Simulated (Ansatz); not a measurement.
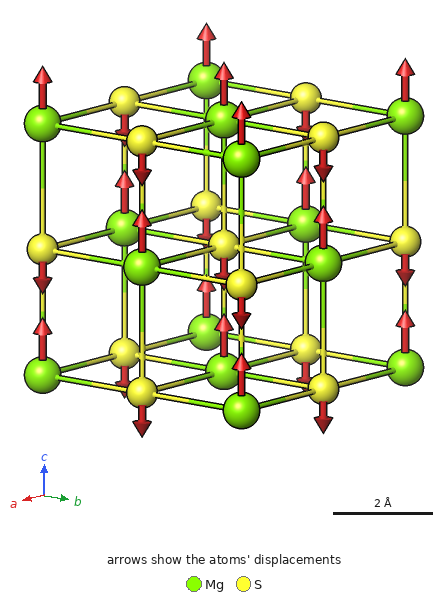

One vibrational mode of crystalline MgS at the zone centre. The red arrows are the displacements of the atoms (eigenvector over the root of the mass), of arbitrary overall length and sign. Style: ball-and-stick. Shown: the conventional cell (4 times the calculation's cell), from a free direction. Lengths and directions refer to the drawn axes.

These are results of DFT PBE, scalar-relativistic, plane waves, PAW (Ansatz 0.2.0), not measurements.

Input file:
```yaml
crystal:
  lattice:
    - [0.0, 2.6148576661, 2.6148576661]
    - [2.6148576661, 0.0, 2.6148576661]
    - [2.6148576661, 2.6148576661, 0.0]
  atoms:
    - { symbol: Mg, position: [0.0, 0.0, 0.0] }
    - { symbol: S, position: [0.5, 0.5, 0.5] }
basis:
  ecutwfc: 420
kpoints:
  mp_grid: { grid: [8, 8, 8] }
hamiltonian:
  xc: pbe
scf:
  occupations: { method: fixed }
output:
  eigenvalues: true
phonons:
  method: dfpt
  dielectric: true
  rigid_motions: translations
  eigenvectors: true
  qmesh: [4, 4, 4]
  temperatures: { t_max: 1000, t_step: 100 }
  qpath:
    path:
      - [[0.0, 0.0, 0.0], [0.5, 0.0, 0.5], [0.625, 0.25, 0.625]]
      - [[0.375, 0.375, 0.75], [0.0, 0.0, 0.0], [0.5, 0.5, 0.5], [0.5, 0.25, 0.75], [0.5, 0.0, 0.5]]
    npoints: 8
```

Launched with:
```bash
ansatz run input.yaml --threads 1 --pin off --max-ram 2560MiB --backend cpu --events-out ev --progress --plain --runs-dir out
```

Frequencies are those without the non-analytic (LO–TO) term.

What mode is this, and where does it lie in the spectrum?

Answer. This is the T₁u mode (triply degenerate; one member of the set is drawn) at 224 cm⁻¹, the only optical level, infrared-active by symmetry. The Mg sublattice moves against the S sublattice, along c; it stretches the shortest Mg–S bonds (2.61 Å); the kinetic energy is shared as Mg 57 %, S 43 %. Its infrared intensity is 28 (D/Å)²/amu for the set. The value is the transverse one; the longitudinal partner lies at 389 cm⁻¹.
